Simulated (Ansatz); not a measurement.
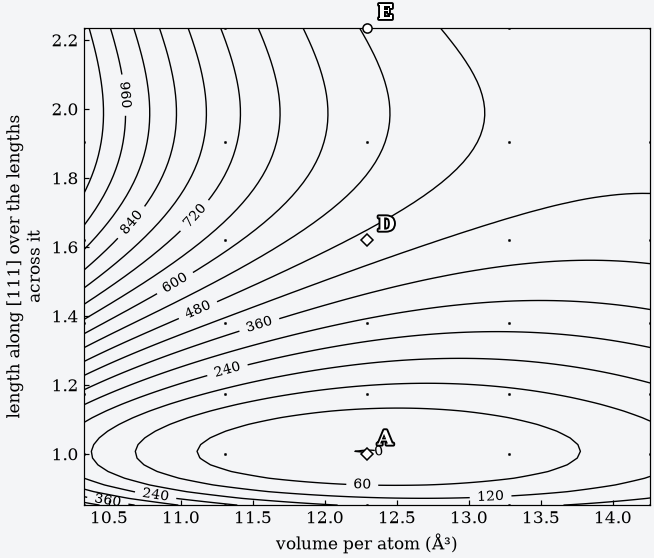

ZnCu (Pm-3m, No. 221; 2 atoms in the cell). The energy is mapped over volume and the cell's shape. First axis: volume per atom. Second axis: length along [111] over the lengths across it, relative to the cubic cell. Nothing is relaxed (symmetry fixes all fractional coordinates). Grid: 5 × 7 points. Points are written as (first, second). Energies are in meV/atom, from the lowest grid point. Method: DFT PBEsol, scalar-relativistic, plane waves, PAW (Ansatz 0.2.0). Settings: cutoff 520 eV, k-mesh 18×18×18, gaussian smearing 0.15 eV, no spin polarisation.

Drawn: contour lines labelled in meV/atom, dots at the grid points, lettered points. Between grid points the surface is interpolated.

Q: Is A the lowest point of the computed grid?

A: Yes. A, at (12.29 Å³, 1.000), has the lowest energy of the grid.

Q: Which space group has the cell at each letter?

A: A: Pm-3m; D: R-3m; E: R-3m.

Q: What kind of point is each of A, D: minimum, saddle, maximum or slope?

A: A: minimum; D: on a slope. (In these two coordinates alone; a stationary point may lie a little off the grid point.)
